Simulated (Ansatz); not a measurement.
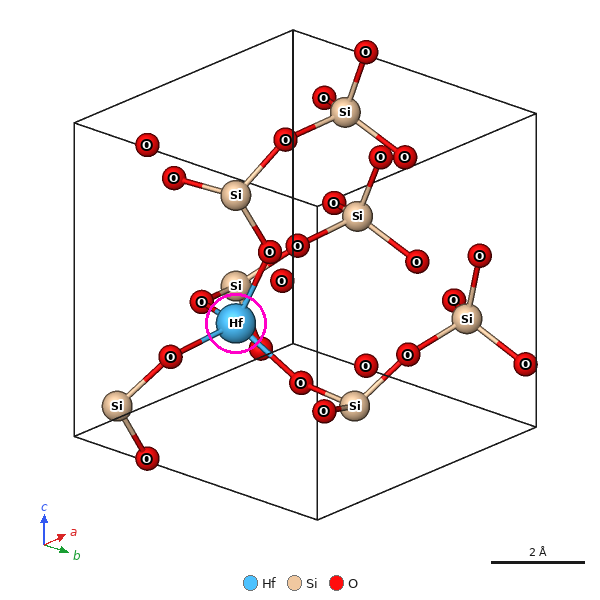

Structure drawing (ball-and-stick), viewed from a general direction. The parallelepiped is the supercell. The host is SiO₂, in a cell of 24 sites, and the cell is neutral. A ring marks the defect's site.

Question: What kind of defect was put in?

Answer: Hafnium on a silicon site (a substitutional impurity). It is bonded to four O in a tetrahedral arrangement at about 1.9 Å.

The atoms were relaxed in the host's cell with DFT PBE, scalar-relativistic, plane waves, PAW (Ansatz 0.2.0).
